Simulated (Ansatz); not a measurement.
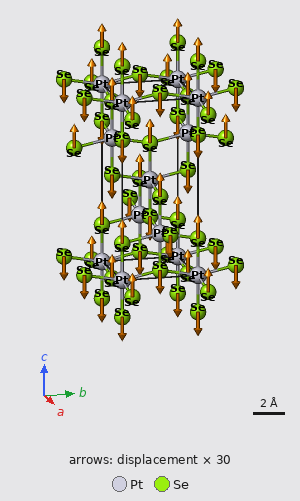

A relaxation of crystalline PtSe2 (built on the anatase type). The starting structure is drawn; orange arrows show the displacements (the part carried along by the change of the cell is left out), 30 times their true length.

The picture is a ball-and-stick view of the conventional cell (2 times the calculation's cell), seen slightly off an axis. Lengths and directions refer to the drawn axes.

These are results of DFT, r2SCAN, plane waves, PAW in Ansatz, not measurements.

Input
```yaml
crystal:
  lattice:
    - [-2.5398246305, 2.5398246305, 5.9208406399]
    - [2.5398246305, -2.5398246305, 5.9208406399]
    - [2.5398246305, 2.5398246305, -5.9208406399]
  atoms:
    - { symbol: Pt, position: [0.75, 0.25, 0.5] }
    - { symbol: Pt, position: [0.0, 0.0, 0.0] }
    - { symbol: Se, position: [0.5419302602, 0.0419302602, 0.5] }
    - { symbol: Se, position: [0.7919302602, 0.7919302602, 0.0] }
    - { symbol: Se, position: [0.2080697398, 0.2080697398, 0.0] }
    - { symbol: Se, position: [0.9580697398, 0.4580697398, 0.5] }
kpoints:
  mp_grid: { grid: [6, 6, 6] }
hamiltonian:
  xc: r2scan
scf:
  occupations: { method: fermi_dirac, width: 0.02 }
relax:
  f_tol: 0.005
  cell: {}
```

Run as
```bash
ansatz run input.yaml --threads 2 --pin off --max-ram 29491MiB --backend cpu --events-out ev --progress --plain --runs-dir out
```

Which element moves most?

Answer. Selenium: up to 0.054 Å, against 0.000 Å for platinum.

Describe the change and its energy.

Answer. After 4 accepted moves (5 points after the start) the energy has fallen by 7.2 meV per atom. Largest force component: 0.04 eV/Å at the start, under 0.0001 eV/Å at the end. Pressure: −2.21 GPa at the start and 0.00 GPa at the end. At 1 point the geometry stayed and the basis and grid were re-selected for the new cell (energy shift of 0.1 meV per atom at most each time). The largest moves relative to the cell, 0.054 Å, are those of Se3, Se4, Se5 and Se6. Se3 goes along −c. Pt stays in place. The volume changes by −3.8 %, with a = b 5.080 → 5.055 Å (−0.5 %), c 11.842 → 11.504 Å (−2.9 %). Among the contacts that change: Pt1–Se4 2.588 → 2.564 Å, Pt1–Se3 2.464 → 2.448 Å. Among the angles between lasting bonds that change: Se3–Pt2–Se3 157.9° → 160.8°, Pt2–Se6–Pt2 157.9° → 160.8°. The space group stays I4_1/amd (No. 141).
